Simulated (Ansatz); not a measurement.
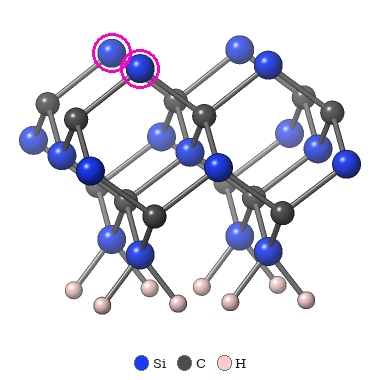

The system is a SiC(100) slab cut from the F-43m phase, its lower face capped with 8 H atoms (28 atoms in the cell); the picture shows the reference structure. 
- Two atoms of the surface dimers are held at set heights.
- Coordinates scanned: (1) height of Si20 above its place in the flat dimer; (2) height of Si19 above its place in the flat dimer.
- Relaxed at each point: all atoms of the upper layers, but for the two heights.
- Grid: 7 × 7 points; 28 points were computed and 21 follow by symmetry.
- Points are written as (first, second).
- Energies: eV, counted from the lowest grid point.
- Computed with DFT LDA, scalar-relativistic, plane waves, PAW in Ansatz 0.2.0. Settings: cutoff 420 eV, k-mesh 4×4×1, gaussian smearing 0.05 eV, no spin polarisation.

Range: height of Si20 above its place in the flat dimer from −0.62 to 0.60 Å; height of Si19 above its place in the flat dimer from −0.62 to 0.60 Å.

Question: What landscape does the calculation give?

Answer: The lowest grid point is at (0.00 Å, 0.00 Å). It is the only kind of minimum in the scanned range. The highest grid point, (−0.62 Å, 0.60 Å), lies 2.51 eV above the lowest. Round the minimum the two coordinates are weakly coupled (coupling −0.13 in units of the two stiffnesses).

```tsv
second ↓, first →	−0.62	−0.42	−0.21	0.00	0.20	0.40	0.60
0.60	2.51	1.79	1.27	1.05	1.13	1.45	1.96
0.40	1.92	1.22	0.71	0.50	0.59	0.92	1.45
0.20	1.50	0.80	0.32	0.13	0.24	0.59	1.13
0.00	1.30	0.60	0.15	0.00	0.13	0.50	1.05
−0.21	1.37	0.68	0.26	0.15	0.32	0.71	1.27
−0.42	1.75	1.09	0.68	0.60	0.80	1.22	1.79
−0.62	2.41	1.75	1.37	1.30	1.50	1.92	2.51
```

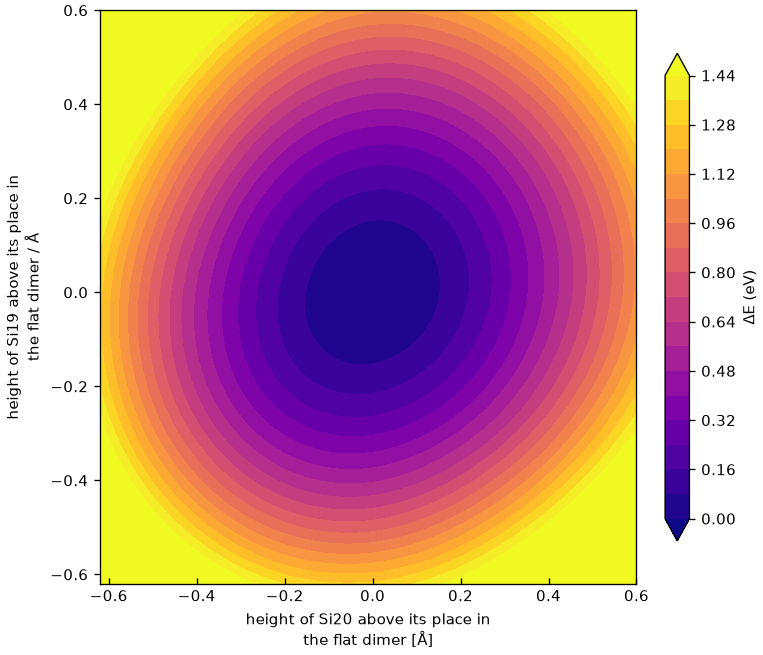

The picture shows filled contours, one colour for all values above the top of the scale. Between grid points the surface is interpolated.

Each point was launched as `ansatz run input.yaml --threads 4 --pin off --max-ram 12288MiB --backend cpu --events-out ev --progress --plain --runs-dir out`. The whole map (28 points run) took 23 min on 4 threads of Arm Neoverse V2, with other jobs on the host.
